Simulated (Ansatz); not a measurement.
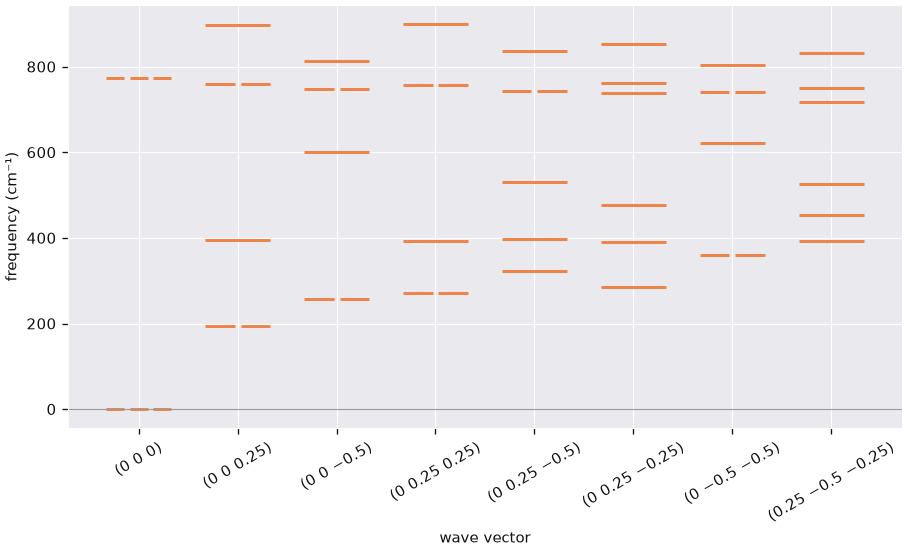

The figure shows the phonon frequencies at several wave vectors (in fractions of the reciprocal vectors of the given cell) for SiC, space group F-43m (No. 216) (cell built by us, not taken from a database). Imaginary frequencies are drawn as negative.

The given structure:
```xyz
2
Lattice="0.0000 2.1899 2.1899 2.1899 0.0000 2.1899 2.1899 2.1899 0.0000" Properties=species:S:1:pos:R:3 pbc="T T T"
Si    2.1899    2.1899    2.1899
C     1.0949    1.0949    1.0949
```

Calculation (Ansatz 0.2.0): harmonic phonon frequencies at the irreducible points of a q mesh with atoms at rest in the given cell, q in fractions of the reciprocal cell vectors, no long-range term at q = 0, imaginary frequencies are negative, the first points where there are many; plane waves with PAW datasets. Level: PBE, no spin polarisation.

| setting | value |
| --- | --- |
| wave cutoff | 420 eV |
| k mesh | 12×12×12 |
| occupations | fixed |
| pressure | 0 GPa |
| phonon method | linear response |
| q mesh | 4×4×4 |

What do the frequencies say about stability?

Answer. No frequency is imaginary, so the structure is stable to these displacements at the wave vectors computed.

What is the highest frequency?

Answer. The highest mode among the wave vectors computed lies at 900.2 cm⁻¹, at (0 0.25 0.25) (at the zone centre itself the field of polar modes is left out).
